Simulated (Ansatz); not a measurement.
Run report: Ga₂O, geometry relaxation (part 1 of 2)

System: Ga₂O (P-3m1, 6 atoms in the cell).
Method: DFT PBE, scalar-relativistic, plane waves, PAW, no spin polarisation (Ansatz 0.2.0).

It belongs to a series of runs on one base structure; here: cell and atoms relaxed tightly for response. Figures and captions count atoms from 1; the log counts them from 0 in places.

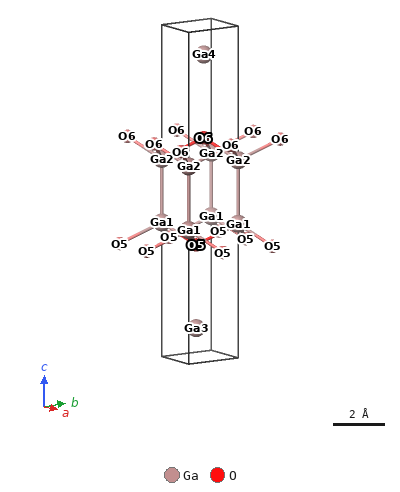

*The input geometry (ball-and-stick view of the cell of the calculation, seen slightly off an axis; neighbours outside the cell are drawn fainter; atoms are numbered from 1 in the order of the input).*

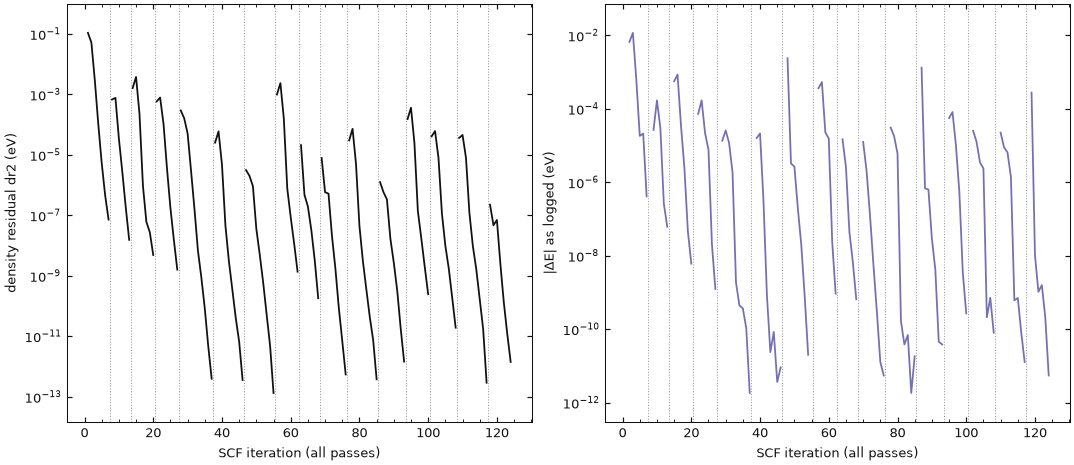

*Convergence of the self-consistent field: density residual dr2 and size of the energy change against the SCF iteration. The dotted lines part the SCF passes of the relaxation: geometry steps, rejected trials and re-solves on a re-selected basis.*

The 16 passes take 6 to 10 iterations each, 124 in all.

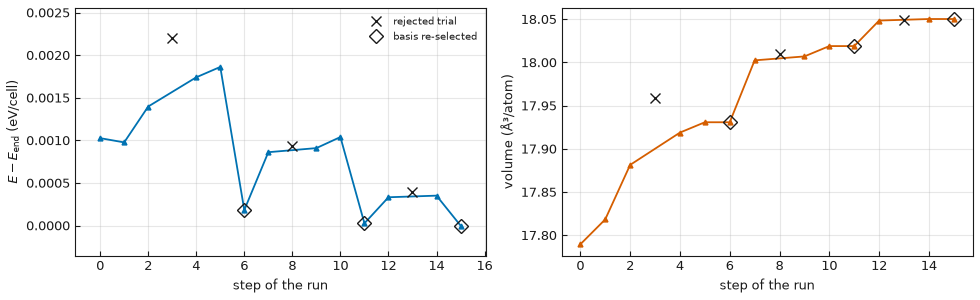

*Progress of the relaxation, step by step (the first geometry is step 0 here and step 1 in the log).*

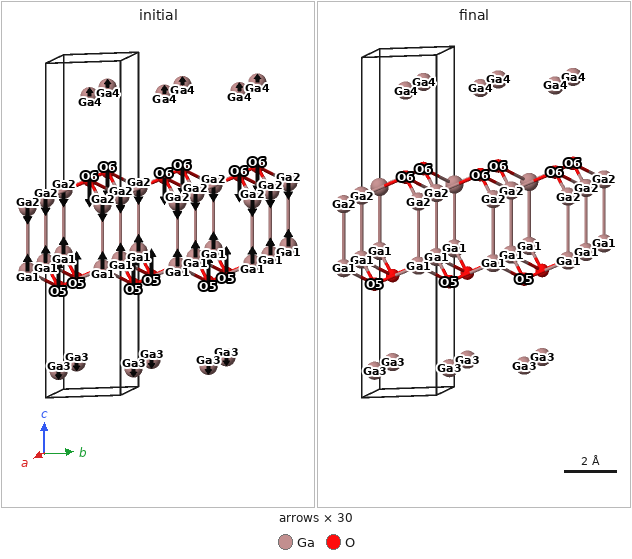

*Before (left) and after (right) the relaxation, at one scale (ball-and-stick view of the cell of the calculation, repeated 2 × 3 × 1, seen slightly off an axis). The black arrows give the displacements (without the part carried along by the change of the cell), magnified 30 times.*

Over 12 geometry steps the energy falls by 0.7 meV per cell of the calculation. The largest force component goes from 0.019 to under 0.0001 eV/Å. The pressure goes from −0.02 to 0.00 GPa. The line search rejected the trial steps at points 3, 8, 13 (counted from 0) and went back. 2 further SCFs at an unchanged geometry re-selected the plane-wave basis for the new cell. The largest moves relative to the cell, 0.036 Å, are those of O5 and O6. By element the largest moves are O 0.036 Å, Ga 0.023 Å. The volume changes by +1.5 %, with a = b 3.060 → 3.055 Å (−0.1 %), c 13.166 → 13.397 Å (+1.8 %). The space group stays P-3m1 (No. 164). The energy change given includes the shifts at the re-selections in mid-walk, which come without any move. A last SCF at the same geometry on a re-selected plane-wave basis shifts the energy by −0.4 meV per cell of the calculation. (Atoms are counted from 1 in the order of the input.)

These pictures come from the run below.

### Input file
```yaml
crystal:
  lattice:
    - [3.0595560477, 0.0, 0.0]
    - [-1.5297780238, 2.6496532616, 0.0]
    - [0.0, 0.0, 13.1663977659]
  atoms:
    - { symbol: Ga, position: [0.0, 0.0, 0.4042026647] }
    - { symbol: Ga, position: [0.0, 0.0, 0.5957973353] }
    - { symbol: Ga, position: [0.6666666667, 0.3333333333, 0.0945923409] }
    - { symbol: Ga, position: [0.3333333333, 0.6666666667, 0.9054076591] }
    - { symbol: O, position: [0.6666666667, 0.3333333333, 0.3454115725] }
    - { symbol: O, position: [0.3333333333, 0.6666666667, 0.6545884275] }
basis:
  ecutwfc: 420
kpoints:
  mp_grid: { grid: [12, 12, 4] }
hamiltonian:
  xc: pbe
scf:
  occupations: { method: fermi_dirac, width: 0.15 }
output:
  forces: true
  stress: true
  eigenvalues: true
relax:
  adjacent_minimum: "off"
  f_tol: 0.001
  max_steps: 60
  cell: { stress_tol: 0.01 }
```

Launch command:
```bash
ansatz run input.yaml --threads 2 --pin off --max-ram 6144MiB --backend cpu --events-out ev --progress --plain --runs-dir out
```

### What the program printed
```
band count auto-derived: 40 (N_el = 64.0; filled up to band 32; 39 by the electrons, moments and atoms)
Engine: ansatz 0.2.0, x86_64-unknown-linux-gnu
Pseudopotentials: kind: paw
Pseudopotential: Ga, paw, valence charge 13, recommended cutoff 420 eV (normal), Ga.paw.azcp
Pseudopotential: O, paw, valence charge 6, recommended cutoff 420 eV (normal), O.paw.azcp
Functional definition: PBE
  parameter kappa = 0.804
  parameter beta = 0.06672455060314922
  exchange = pbe_x(kappa = kappa, mu = beta*pi^2/3)
  correlation = pbe_c(beta = beta)
Crystal: 6 atoms, lattice volume = 106.737 Å³
Basis set: ecut = 420 eV, 2061 PW (Γ), exchange–correlation on 48×48×180 points (8 copies of the dense FFT grid, shifted against one another)
Bands: 40, of which v1, the nominal top of the filled ones, is band 32 counted from 1 (31 counted from 0)
Symmetry: 12 space group operations
Space group: P-3m1 (ITA 164), of the structure as read, at distance tolerance 4.7e-5 Å
k-points: 69 of 576
Non-local potential: Ga, projectors of the file, l = 0: 2, l = 1: 2, l = 2: 3, l = 3: 1
Non-local potential: O, projectors of the file, l = 0: 2, l = 1: 2, l = 2: 1
PAW form: soft (Blöchl's): semilocal exchange-correlation on the pseudo side does not see the compensation charge
PAW one-centre angular grid: Ga, 590 points (default); XC on 64 Gauss nodes
PAW one-centre angular grid: O, 110 points (default); XC on 64 Gauss nodes
Initial density: superposition of atomic densities (neutral atoms: chi_scale 0, normalization atom), corrected by the library's trained network
Initial wavefunctions: pseudopotential atomic-orbital guess
Functional: x = pbe(κ = 0.804, μ = 0.2195149727645171), c = pbe(β = 0.06672455060314922)
SCF iter   1: F=—  HF=-16267.263689 eV  |F-HF|=—  |Δ(HF+E_count)|=         —  Δρ=5.45e-3  dr2=1.09e-1  ethr=1.77e-3  ⟨swp⟩=5.4  Hψ=9975  notcnv=0  defer=5
preconditioner: auto → LDOS  [metal: Δε(μ)=0.123 eV  Ē_g=16.169 eV  σ=0.150 eV  W_gap=0.20  n_scr=28 (ndim 8)  ℏωp=28.8 eV  f_vac=0.094  D(μ)=1.10/eV (n_scr^D=4)  β→1.0]
SCF iter   2: F=—  HF=-16267.257065 eV  |F-HF|=—  |Δ(HF+E_count)|=   6.62e-3  Δρ=7.25e-3  dr2=5.22e-2  ethr=1.71e-4  ⟨swp⟩=2.0  Hψ=5048  notcnv=0  defer=9
SCF iter   3: F=—  HF=-16267.245351 eV  |F-HF|=—  |Δ(HF+E_count)|=   1.17e-2  Δρ=1.36e-3  dr2=2.95e-3  ethr=8.16e-5  ⟨swp⟩=2.0  Hψ=4853  notcnv=0  defer=9
SCF iter   4: F=—  HF=-16267.244736 eV  |F-HF|=—  |Δ(HF+E_count)|=   6.15e-4  Δρ=2.26e-4  dr2=1.07e-4  ethr=4.61e-6  ⟨swp⟩=2.0  Hψ=3303  notcnv=0  defer=9
SCF iter   5: F=—  HF=-16267.244754 eV  |F-HF|=—  |Δ(HF+E_count)|=   1.83e-5  Δρ=7.46e-5  dr2=5.47e-6  ethr=1.67e-7  ⟨swp⟩=2.0  Hψ=3304  notcnv=0  defer=9
SCF iter   6: F=—  HF=-16267.244733 eV  |F-HF|=—  |Δ(HF+E_count)|=   2.11e-5  Δρ=2.22e-5  dr2=4.68e-7  ethr=8.54e-9  ⟨swp⟩=2.4  Hψ=4581  notcnv=0  defer=5
SCF iter   7: F=-16267.244734 eV  HF=-16267.244734 eV  |F-HF|=4.05e-8  |Δ(HF+E_count)|=   4.13e-7  Δρ=7.99e-6  dr2=7.26e-8  ethr=1.56e-10  ⟨swp⟩=6.6  Hψ=12175  notcnv=0
SCF 1 converged in 7 iterations: F = -16267.244734 eV  dr2 = 7.26e-8
  greatest PAW one-centre occupation: 0.996 electrons in one spin orbital (limit 2), on the Ga atom at site 1 (counted from 0), in its partial waves of l = 2
relax step   1: F+E_penalty+E_count = -16267.24473376 eV  Δ(F+E_penalty+E_count) = +0.000e0 eV  max|allowed force component| = 1.861e-2 eV/Å  Δτ_max = 0.0000 Å  P = -0.016 GPa  Ω = 106.737 Å³  (7 SCF iters, dr2 threshold 1.00e-7 eV, accepted)
Crystal: 6 atoms, lattice volume = 106.910 Å³
Initial density: handed on by an earlier stage of this run
Initial wavefunctions: those handed on with the density
iter 1 solved again at ethr=1.04e-6 eV; its pass at ethr=3.10e-3 eV (dr2=6.67e-4 eV) is discarded
SCF iter   1: F=—  HF=-16267.244958 eV  |F-HF|=—  |Δ(HF+E_count)|=         —  Δρ=8.07e-4  dr2=6.78e-4  ethr=1.04e-6  ⟨swp⟩=2.0  Hψ=12152  notcnv=0
preconditioner: auto → LDOS  [metal: Δε(μ)=0.131 eV  Ē_g=16.207 eV  σ=0.150 eV  W_gap=0.21  n_scr=28 (ndim 8)  ℏωp=28.7 eV  f_vac=0.099  D(μ)=1.17/eV (n_scr^D=4)  β→1.0]
SCF iter   2: F=—  HF=-16267.244984 eV  |F-HF|=—  |Δ(HF+E_count)|=   2.66e-5  Δρ=7.11e-4  dr2=7.71e-4  ethr=1.04e-6  ⟨swp⟩=2.1  Hψ=4974  notcnv=0
SCF iter   3: F=—  HF=-16267.244814 eV  |F-HF|=—  |Δ(HF+E_count)|=   1.70e-4  Δρ=1.70e-4  dr2=3.52e-5  ethr=1.04e-6  ⟨swp⟩=2.1  Hψ=3892  notcnv=0
SCF iter   4: F=—  HF=-16267.244784 eV  |F-HF|=—  |Δ(HF+E_count)|=   3.01e-5  Δρ=3.79e-5  dr2=2.76e-6  ethr=5.51e-8  ⟨swp⟩=2.1  Hψ=3747  notcnv=0
SCF iter   5: F=—  HF=-16267.244784 eV  |F-HF|=—  |Δ(HF+E_count)|=   2.63e-7  Δρ=9.91e-6  dr2=1.85e-7  ethr=4.31e-9  ⟨swp⟩=2.1  Hψ=3420  notcnv=0
SCF iter   6: F=-16267.244784 eV  HF=-16267.244784 eV  |F-HF|=5.86e-9  |Δ(HF+E_count)|=   6.12e-8  Δρ=2.95e-6  dr2=1.55e-8  ethr=6.82e-11  ⟨swp⟩=4.3  Hψ=10002  notcnv=0
SCF 2 converged in 6 iterations: F = -16267.244784 eV  dr2 = 1.55e-8
[... from here on the iterations of each SCF are left out, up to the last one ...]
relax step   2: F+E_penalty+E_count = -16267.24478408 eV  Δ(F+E_penalty+E_count) = -5.032e-5 eV  max|allowed force component| = 8.354e-3 eV/Å  Δτ_max = 0.0049 Å  P = -0.016 GPa  Ω = 106.910 Å³  energy of the carried Pulay correction = -3.014e-4 eV  (6 SCF iters, dr2 threshold 4.36e-8 eV, accepted)
Crystal: 6 atoms, lattice volume = 107.288 Å³
preconditioner: auto → LDOS  [metal: Δε(μ)=0.095 eV  Ē_g=16.204 eV  σ=0.150 eV  W_gap=0.16  n_scr=28 (ndim 8)  ℏωp=28.7 eV  f_vac=0.105  D(μ)=1.17/eV (n_scr^D=4)  β→1.0]
SCF 3 converged in 7 iterations: F = -16267.244363 eV  dr2 = 4.89e-9
relax step   3: F+E_penalty+E_count = -16267.24436302 eV  Δ(F+E_penalty+E_count) = +4.211e-4 eV  max|allowed force component| = 1.032e-2 eV/Å  Δτ_max = 0.0111 Å  P = +0.055 GPa  Ω = 107.288 Å³  energy of the carried Pulay correction = -9.582e-4 eV  (7 SCF iters, dr2 threshold 1.68e-8 eV, accepted)
Crystal: 6 atoms, lattice volume = 107.754 Å³
preconditioner: auto → LDOS  [metal: Δε(μ)=0.114 eV  Ē_g=16.197 eV  σ=0.150 eV  W_gap=0.19  n_scr=28 (ndim 8)  ℏωp=28.6 eV  f_vac=0.108  D(μ)=1.18/eV (n_scr^D=4)  β→1.0]
SCF 4 converged in 7 iterations: F = -16267.243556 eV  dr2 = 1.60e-9
relax step   4: F+E_penalty+E_count = -16267.24355629 eV  Δ(F+E_penalty+E_count) = +8.067e-4 eV  max|allowed force component| = 1.988e-2 eV/Å  Δτ_max = 0.0066 Å  P = -0.084 GPa  Ω = 107.754 Å³  energy of the carried Pulay correction = -1.763e-3 eV  (7 SCF iters, dr2 threshold 1.09e-8 eV, rejected (line search))
Crystal: 6 atoms, lattice volume = 107.513 Å³
preconditioner: auto → LDOS  [metal: Δε(μ)=0.104 eV  Ē_g=16.207 eV  σ=0.150 eV  W_gap=0.17  n_scr=28 (ndim 8)  ℏωp=28.6 eV  f_vac=0.106  D(μ)=1.17/eV (n_scr^D=4)  β→1.0]
SCF 5 converged in 10 iterations: F = -16267.244020 eV  dr2 = 3.94e-13
relax step   5: F+E_penalty+E_count = -16267.24402013 eV  Δ(F+E_penalty+E_count) = +3.429e-4 eV  max|allowed force component| = 2.187e-4 eV/Å  Δτ_max = 0.0036 Å  P = +0.004 GPa  Ω = 107.513 Å³  energy of the carried Pulay correction = -1.347e-3 eV  (10 SCF iters, accepted)
Crystal: 6 atoms, lattice volume = 107.584 Å³
preconditioner: auto → LDOS  [metal: Δε(μ)=0.108 eV  Ē_g=16.205 eV  σ=0.150 eV  W_gap=0.18  n_scr=28 (ndim 8)  ℏωp=28.6 eV  f_vac=0.108  D(μ)=1.17/eV (n_scr^D=4)  β→1.0]
SCF 6 converged in 9 iterations: F = -16267.243898 eV  dr2 = 3.58e-13
relax step   6: F+E_penalty+E_count = -16267.24389839 eV  Δ(F+E_penalty+E_count) = +1.217e-4 eV  max|allowed force component| = 2.169e-4 eV/Å  Δτ_max = 0.0015 Å  P = -0.000 GPa  Ω = 107.584 Å³  energy of the carried Pulay correction = -1.471e-3 eV  (9 SCF iters, accepted)
Initial wavefunctions: pseudopotential atomic-orbital guess (no wavefunctions were taken with the density)
preconditioner: auto → LDOS  [metal: Δε(μ)=0.110 eV  Ē_g=16.206 eV  σ=0.150 eV  W_gap=0.18  n_scr=28 (ndim 8)  ℏωp=28.6 eV  f_vac=0.107  D(μ)=1.17/eV (n_scr^D=4)  β→1.0]
SCF 7 converged in 9 iterations: F = -16267.245578 eV  dr2 = 1.33e-13
relax step   7: F+E_penalty+E_count = -16267.24557771 eV  Δ(F+E_penalty+E_count) = -1.679e-3 eV  max|allowed force component| = 1.222e-4 eV/Å  Δτ_max = 0.0000 Å  P = +0.022 GPa  Ω = 107.584 Å³  stress off target by 5.74e-2 GPa  SCF on the basis re-selected at this cell (its energy is not comparable with the rows above)  (9 SCF iters)
basis re-selected at this cell: Δ(F+E_penalty+E_count) = -1.679e-3 eV, ΔP = +0.022 GPa vs the last step (what re-selecting the basis moved, of the pressure what is left beyond the Pulay correction that the steps carried, after the strain that the cell walked since its last selection, with what the two solves' SCF thresholds leave and, on support functions, any second-order correction that the steps lacked; it is no measure of the basis error at this ecutwfc). This SCF's stress stands 5.74e-2 GPa from its target on what of the cell is left free (relax.cell.stress_tol is 1.00e-2 GPa) and its largest allowed force component is 1.22e-4 eV/Å (relax.f_tol is 1.00e-3 eV/Å): not within both, so this SCF does not close the relaxation
Crystal: 6 atoms, lattice volume = 108.014 Å³
preconditioner: auto → LDOS  [metal: Δε(μ)=0.089 eV  Ē_g=16.197 eV  σ=0.150 eV  W_gap=0.15  n_scr=28 (ndim 8)  ℏωp=28.6 eV  f_vac=0.112  D(μ)=1.17/eV (n_scr^D=4)  β→1.0]
SCF 8 converged in 7 iterations: F = -16267.244899 eV  dr2 = 1.37e-9
relax step   8: F+E_penalty+E_count = -16267.24489861 eV  Δ(F+E_penalty+E_count) = +6.791e-4 eV  max|allowed force component| = 1.017e-3 eV/Å  Δτ_max = 0.0092 Å  P = +0.012 GPa  Ω = 108.014 Å³  energy of the carried Pulay correction = -7.791e-4 eV  (7 SCF iters, dr2 threshold 8.22e-9 eV, accepted)
Crystal: 6 atoms, lattice volume = 108.056 Å³
preconditioner: auto → LDOS  [metal: Δε(μ)=0.103 eV  Ē_g=16.201 eV  σ=0.150 eV  W_gap=0.17  n_scr=28 (ndim 8)  ℏωp=28.6 eV  f_vac=0.111  D(μ)=1.18/eV (n_scr^D=4)  β→1.0]
SCF 9 converged in 6 iterations: F = -16267.244821 eV  dr2 = 1.82e-10
relax step   9: F+E_penalty+E_count = -16267.24482121 eV  Δ(F+E_penalty+E_count) = +7.740e-5 eV  max|allowed force component| = 5.761e-3 eV/Å  Δτ_max = 0.0002 Å  P = -0.006 GPa  Ω = 108.056 Å³  energy of the carried Pulay correction = -8.548e-4 eV  (6 SCF iters, dr2 threshold 8.34e-10 eV, rejected (line search))
Crystal: 6 atoms, lattice volume = 108.042 Å³
preconditioner: auto → LDOS  [metal: Δε(μ)=0.097 eV  Ē_g=16.201 eV  σ=0.150 eV  W_gap=0.16  n_scr=28 (ndim 8)  ℏωp=28.6 eV  f_vac=0.111  D(μ)=1.17/eV (n_scr^D=4)  β→1.0]
SCF 10 converged in 8 iterations: F = -16267.244851 eV  dr2 = 5.47e-13
relax step  10: F+E_penalty+E_count = -16267.24485096 eV  Δ(F+E_penalty+E_count) = +4.764e-5 eV  max|allowed force component| = 6.706e-4 eV/Å  Δτ_max = 0.0002 Å  P = +0.001 GPa  Ω = 108.042 Å³  energy of the carried Pulay correction = -8.283e-4 eV  (8 SCF iters, accepted)
Crystal: 6 atoms, lattice volume = 108.113 Å³
preconditioner: auto → LDOS  [metal: Δε(μ)=0.095 eV  Ē_g=16.200 eV  σ=0.150 eV  W_gap=0.16  n_scr=28 (ndim 8)  ℏωp=28.6 eV  f_vac=0.112  D(μ)=1.18/eV (n_scr^D=4)  β→1.0]
SCF 11 converged in 9 iterations: F = -16267.244721 eV  dr2 = 3.78e-13
relax step  11: F+E_penalty+E_count = -16267.24472140 eV  Δ(F+E_penalty+E_count) = +1.296e-4 eV  max|allowed force component| = 6.572e-4 eV/Å  Δτ_max = 0.0016 Å  P = +0.001 GPa  Ω = 108.113 Å³  energy of the carried Pulay correction = -9.597e-4 eV  (9 SCF iters, accepted)
preconditioner: auto → LDOS  [metal: Δε(μ)=0.098 eV  Ē_g=16.201 eV  σ=0.150 eV  W_gap=0.16  n_scr=28 (ndim 8)  ℏωp=28.6 eV  f_vac=0.112  D(μ)=1.17/eV (n_scr^D=4)  β→1.0]
SCF 12 converged in 8 iterations: F = -16267.245734 eV  dr2 = 1.45e-12
relax step  12: F+E_penalty+E_count = -16267.24573363 eV  Δ(F+E_penalty+E_count) = -1.012e-3 eV  max|allowed force component| = 5.861e-4 eV/Å  Δτ_max = 0.0000 Å  P = +0.007 GPa  Ω = 108.113 Å³  stress off target by 1.85e-2 GPa  SCF on the basis re-selected at this cell (its energy is not comparable with the rows above)  (8 SCF iters)
basis re-selected at this cell: Δ(F+E_penalty+E_count) = -1.012e-3 eV, ΔP = +0.006 GPa vs the last step (what re-selecting the basis moved, of the pressure what is left beyond the Pulay correction that the steps carried, after the strain that the cell walked since its last selection, with what the two solves' SCF thresholds leave and, on support functions, any second-order correction that the steps lacked; it is no measure of the basis error at this ecutwfc). This SCF's stress stands 1.85e-2 GPa from its target on what of the cell is left free (relax.cell.stress_tol is 1.00e-2 GPa) and its largest allowed force component is 5.86e-4 eV/Å (relax.f_tol is 1.00e-3 eV/Å): not within both, so this SCF does not close the relaxation
Crystal: 6 atoms, lattice volume = 108.291 Å³
preconditioner: auto → LDOS  [metal: Δε(μ)=0.090 eV  Ē_g=16.197 eV  σ=0.150 eV  W_gap=0.15  n_scr=28 (ndim 8)  ℏωp=28.5 eV  f_vac=0.114  D(μ)=1.18/eV (n_scr^D=4)  β→1.0]
SCF 13 converged in 7 iterations: F = -16267.245428 eV  dr2 = 2.47e-10
relax step  13: F+E_penalty+E_count = -16267.24542837 eV  Δ(F+E_penalty+E_count) = +3.053e-4 eV  max|allowed force component| = 1.149e-3 eV/Å  Δτ_max = 0.0036 Å  P = +0.000 GPa  Ω = 108.291 Å³  energy of the carried Pulay correction = -3.173e-4 eV  (7 SCF iters, dr2 threshold 8.55e-10 eV, accepted)
Crystal: 6 atoms, lattice volume = 108.294 Å³
preconditioner: auto → LDOS  [metal: Δε(μ)=0.091 eV  Ē_g=16.201 eV  σ=0.150 eV  W_gap=0.15  n_scr=28 (ndim 8)  ℏωp=28.5 eV  f_vac=0.114  D(μ)=1.18/eV (n_scr^D=4)  β→1.0]
SCF 14 converged in 8 iterations: F = -16267.245368 eV  dr2 = 1.93e-11
```
